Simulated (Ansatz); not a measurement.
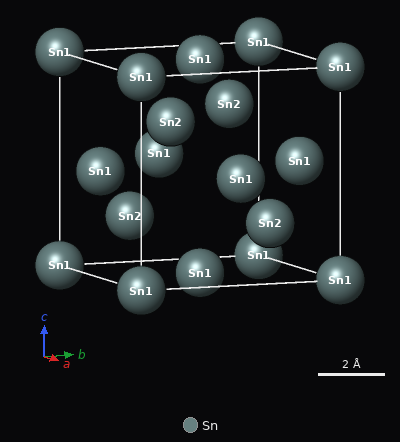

The input geometry of run A (spheres-only view of the cell 4 times as large as that of the calculation, set on its symmetry axes, seen slightly off an axis; atoms are numbered from 1 in the order of the input).

## From Sn to Si

System: Sn (Fd-3m, 2 atoms in the cell).
Method of run A: DFT r2SCAN, scalar-relativistic, plane waves, PAW, no spin polarisation (Ansatz 0.2.0).
System of run B: Si (Fd-3m, 2 atoms in the cell).

On run A: The structure derives from a Materials Project entry. On run B: The structure was made by swapping elements on the sites of another compound; it need not be a known phase. It belongs to a series of runs on one base structure; here: Sn -> Si on all its sites, cell and atoms relaxed. Text and figures count atoms from 1; the logs count them from 0 in places.

Input file, run A:
```yaml
crystal:
  lattice:
    - [0.0, 3.284986997, 3.284986997]
    - [3.284986997, 0.0, 3.284986997]
    - [3.284986997, 3.284986997, 0.0]
  atoms:
    - { symbol: Sn, position: [0.0, 0.0, 0.0] }
    - { symbol: Sn, position: [0.25, 0.25, 0.25] }
basis:
  ecutwfc: 500
kpoints:
  mp_grid: { grid: [6, 6, 6] }
hamiltonian:
  xc: r2scan
scf:
  occupations: { method: gaussian, width: 0.1 }
output:
  forces: true
  stress: true
  eigenvalues: true
```

Launched with:
```bash
ansatz run input.yaml --threads 1 --pin off --max-ram 2560MiB --backend cpu --events-out ev --progress --plain --runs-dir out
```

Hardware: 1 thread of Oxide Virtual Turin-like (Zen 5), 32 GiB of memory available, shared host.

Output, shortened to warnings, some set-up lines, iterations and results (run A):
```
Basis set: ecut = 500 eV, 1807 PW (Γ), exchange–correlation on 144×144×144 points (64 copies of the dense FFT grid, shifted against one another)
Symmetry: 48 space group operations
k-points: 16 of 216
Initial density: superposition of atomic densities (neutral atoms: chi_scale 0, normalization atom), corrected by the library's trained network
[...]
SCF iter   1: F=—  HF=-12077.240794 eV  |F-HF|=—  |Δ(HF+E_count)|=         —  Δρ=4.99e-3  dr2=7.18e-3  dr2_τ=4.55e-3  ethr=1.77e-3  ⟨swp⟩=5.9  Hψ=1525  notcnv=0
SCF iter   2: F=—  HF=-12077.248562 eV  |F-HF|=—  |Δ(HF+E_count)|=   7.77e-3  Δρ=1.88e-3  dr2=1.12e-3  dr2_τ=2.30e-5  ethr=2.56e-5  ⟨swp⟩=2.0  Hψ=688  notcnv=0
SCF iter   3: F=—  HF=-12077.248820 eV  |F-HF|=—  |Δ(HF+E_count)|=   2.59e-4  Δρ=6.87e-4  dr2=1.55e-4  dr2_τ=5.35e-6  ethr=4.00e-6  ⟨swp⟩=2.4  Hψ=517  notcnv=0
SCF iter   4: F=—  HF=-12077.248790 eV  |F-HF|=—  |Δ(HF+E_count)|=   3.00e-5  Δρ=7.34e-5  dr2=2.49e-6  dr2_τ=8.40e-8  ethr=5.54e-7  ⟨swp⟩=2.6  Hψ=520  notcnv=0
SCF iter   5: F=—  HF=-12077.248786 eV  |F-HF|=—  |Δ(HF+E_count)|=   4.67e-6  Δρ=7.31e-6  dr2=1.61e-8  dr2_τ=5.52e-10  ethr=8.89e-9  ⟨swp⟩=2.0  Hψ=514  notcnv=0
SCF iter   6: F=-12077.248786 eV  HF=-12077.248786 eV  |F-HF|=5.09e-11  |Δ(HF+E_count)|=   2.35e-8  Δρ=7.16e-7  dr2=3.07e-10  dr2_τ=2.28e-11  ethr=5.77e-11  ⟨swp⟩=3.4  …
SCF 1 converged in 6 iterations: F = -12077.248786 eV  dr2 = 3.07e-10
SCF converged after 6 iterations
Free energy (F): -12077.248786 eV
Harris-Foulkes:  -12077.248786 eV  (|F-HF|=5.09e-11)
Internal energy: -12077.247338 eV  (E = F + TS)
E sigma→0 (E₀):  -12077.248062 eV
Entropy (-TS):   -0.001448 eV (-0.724 meV/atom)
Fermi energy:    7.296909 eV
--- Per-component energies (eV) ---
  E_band       = -278.026268
  E_kinetic    = 373.295594
  E_local      = -2347.432612  (includes V_loc(G=0)·N_el)
  E_nonlocal   = -64.884943
  E_hartree    = 1344.336803
  E_xc         = -747.717980
  E_vxc        = -207.153009  (∫ρ·V_xc dr)
  E_paw        = -8322.253246  (= ΣΔE_a)
  E_vpaw       = -733.808765  (= ΣTr[D̂ρ^β])
  E_aug_tail   = -0.000001  (compensation charges beyond the density's cutoff)
  E_vtau       = 13.284675  (kinetic-family band-sum trace: ∫τ·v_τ [+ j·A + Jᵃ·Aᵃ] dr)
  E_ewald      = -2314.061594
  E_core_change = 1.470640  (= ΣΔE_core)
  E_smearing   = -0.001448  (= −TS)
  E_closure    = 0.000000  (closes the sum)
  Σ components = -12077.248786   (vs F -12077.248786, Δ=0.00e0)
--- Forces (eV/Å), atoms counted from 1 ---
  atom   1  Sn     0.00000000    -0.00000000     0.00000000
  atom   2  Sn     0.00000000     0.00000000    -0.00000000
  max |Σ_I F_I| component: 9.25e-18 eV/Å
--- Stress (GPa, compression-positive) ---
       -0.005227      -0.000000      -0.000000
       -0.000000      -0.005227      -0.000000
       -0.000000      -0.000000      -0.005227
  P = ⅓ Tr σ = -0.0052 GPa (-0.052 kbar)
```

For run B the input was changed thus:
```diff
-    - [0.0, 3.284986997, 3.284986997]
-    - [3.284986997, 0.0, 3.284986997]
-    - [3.284986997, 3.284986997, 0.0]
+    - [0.0, 2.8257244375, 2.8257244375]
+    - [2.8257244375, 0.0, 2.8257244375]
+    - [2.8257244375, 2.8257244375, 0.0]
-    - { symbol: Sn, position: [0.0, 0.0, 0.0] }
-    - { symbol: Sn, position: [0.25, 0.25, 0.25] }
+    - { symbol: Si, position: [0.0, 0.0, 0.0] }
+    - { symbol: Si, position: [0.25, 0.25, 0.25] }
```

How does run B compare with run A?

The total energies belong to different systems, so their difference says nothing on which is more stable or more accurate. A gap of 1.05 eV opens on the mesh, where run A has none. The pressure goes from −0.01 to −8.53 GPa. The volume per atom goes from 35.45 to 22.56 Å³. The number of SCF iterations is the same. The plane waves at Γ go from 1807 to 1139. On the same kind of shared host run B took about 0.34 times as long.

Output, shortened to warnings, some set-up lines, iterations and results (run B):
```
Basis set: ecut = 500 eV, 1139 PW (Γ), exchange–correlation on 120×120×120 points (64 copies of the dense FFT grid, shifted against one another)
Symmetry: 48 space group operations
k-points: 16 of 216
Initial density: superposition of atomic densities (neutral atoms: chi_scale 0, normalization atom), corrected by the library's trained network
[...]
SCF iter   1: F=—  HF=-1277.963558 eV  |F-HF|=—  |Δ(HF+E_count)|=         —  Δρ=3.23e-3  dr2=5.77e-3  dr2_τ=8.22e-3  ethr=1.77e-3  ⟨swp⟩=5.8  Hψ=1134  notcnv=0
SCF iter   2: F=—  HF=-1277.972146 eV  |F-HF|=—  |Δ(HF+E_count)|=   8.59e-3  Δρ=1.65e-3  dr2=1.14e-3  dr2_τ=4.43e-6  ethr=7.21e-5  ⟨swp⟩=2.8  Hψ=374  notcnv=0
SCF iter   3: F=—  HF=-1277.971986 eV  |F-HF|=—  |Δ(HF+E_count)|=   1.60e-4  Δρ=1.37e-4  dr2=5.54e-6  dr2_τ=3.27e-7  ethr=1.43e-5  ⟨swp⟩=2.0  Hψ=192  notcnv=0
SCF iter   4: F=—  HF=-1277.971991 eV  |F-HF|=—  |Δ(HF+E_count)|=   5.32e-6  Δρ=3.18e-5  dr2=2.33e-7  dr2_τ=4.20e-9  ethr=6.93e-8  ⟨swp⟩=2.4  Hψ=193  notcnv=0
SCF iter   5: F=-1277.971991 eV  HF=-1277.971991 eV  |F-HF|=1.37e-9  |Δ(HF+E_count)|=   2.07e-7  Δρ=2.81e-6  dr2=2.42e-9  dr2_τ=4.63e-11  ethr=2.92e-9  ⟨swp⟩=2.2  Hψ=191  …
SCF iter   6: F=-1277.971991 eV  HF=-1277.971991 eV  |F-HF|=2.71e-11  |Δ(HF+E_count)|=   1.70e-9  Δρ=1.99e-7  dr2=2.05e-11  dr2_τ=4.47e-13  ethr=3.03e-11  ⟨swp⟩=1.3  Hψ=433  …
SCF 1 converged in 6 iterations: F = -1277.971991 eV  dr2 = 2.05e-11
SCF converged after 6 iterations
Free energy (F): -1277.971991 eV
Harris-Foulkes:  -1277.971991 eV  (|F-HF|=2.71e-11)
Internal energy: -1277.971991 eV  (E = F + TS)
E sigma→0 (E₀):  -1277.971991 eV
Fermi energy:    5.485246 eV
--- Per-component energies (eV) ---
  E_band       = 0.056523
  E_kinetic    = 77.312944
  E_local      = -60.528567  (includes V_loc(G=0)·N_el)
  E_nonlocal   = 48.634963
  E_hartree    = 16.345501
  E_xc         = -101.354976
  E_vxc        = -97.243708  (∫ρ·V_xc dr)
  E_paw        = -1038.623772  (= ΣΔE_a)
  E_vpaw       = -4.638727  (= ΣTr[D̂ρ^β])
  E_aug_tail   = 0.000009  (compensation charges beyond the density's cutoff)
  E_vtau       = 3.828576  (kinetic-family band-sum trace: ∫τ·v_τ [+ j·A + Jᵃ·Aᵃ] dr)
  E_ewald      = -219.605227
  E_core_change = -0.152866  (= ΣΔE_core)
  E_smearing   = -0.000000  (= −TS)
  E_closure    = 0.000000  (closes the sum)
  Σ components = -1277.971991   (vs F -1277.971991, Δ=0.00e0)
--- Forces (eV/Å), atoms counted from 1 ---
  atom   1  Si     0.00000000     0.00000000     0.00000000
  atom   2  Si     0.00000000     0.00000000     0.00000000
  max |Σ_I F_I| component: 1.02e-16 eV/Å
--- Stress (GPa, compression-positive) ---
       -8.528904       0.000000      -0.000000
       -0.000000      -8.528904       0.000000
       -0.000000       0.000000      -8.528904
  P = ⅓ Tr σ = -8.5289 GPa (-85.289 kbar)
```

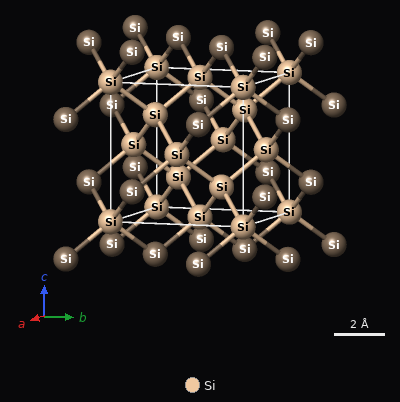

The input structure of run B (ball-and-stick view of the cell 4 times as large as that of the calculation, set on its symmetry axes, seen slightly off an axis; neighbours outside the cell are drawn fainter).

The two runs side by side:

| quantity | run A | run B |
| --- | --- | --- |
| outcome | converged | converged |
| free energy per atom (eV) | −6038.6244 | −638.9860 |
| energy per atom, smearing taken to zero (eV) | −6038.6240 | −638.9860 |
| gap on the mesh (eV) | 0.00 | 1.05 |
| pressure (GPa) | −0.01 | −8.53 |
| volume per atom (Å³) | 35.45 | 22.56 |
| largest force (eV/Å) | 0.000 | 0.000 |
| SCF iterations | 6 | 6 |
| irreducible k-points | 16 | 16 |
| plane waves at Γ | 1807 | 1139 |
| wall time (shared host) | 6.1 s | 2 s |

For run B: The cell is under a tension of 8.5 GPa at this level, so it is not at its equilibrium volume.
